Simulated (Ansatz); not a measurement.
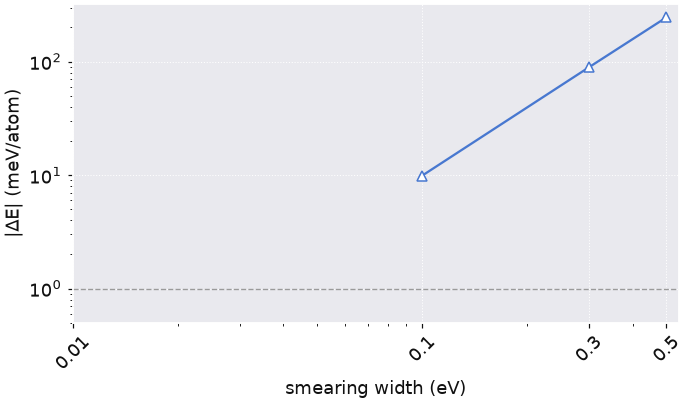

Convergence test: the smearing width is varied and all else is held.
Sn (I4/mmm, 1 atom in the cell); Ansatz, DFT PBEsol, scalar-relativistic, plane waves, PAW; cutoff 420 eV, 18×18×18 k-mesh, Fermi–Dirac smearing.
ΔE is the free energy less its value at the smallest setting, 0.01 eV.
Dashed lines or grey bands mark the tolerance: 1 meV/atom.
On logarithmic panels, open markers lie below the reference value and filled ones above.

**What is enough for the free energy to 1 meV/atom?**

The free energy at the last setting but one, 0.1 eV, is still more than 1 meV/atom from the smallest setting's value, so the scan doesn't show it converged. It is off by 250 meV/atom at 0.5 eV, 89 meV/atom at 0.3 eV and 9.9 meV/atom at 0.1 eV (always below it). The free energy falls with the width because it holds the −TS term of the fractional occupations.
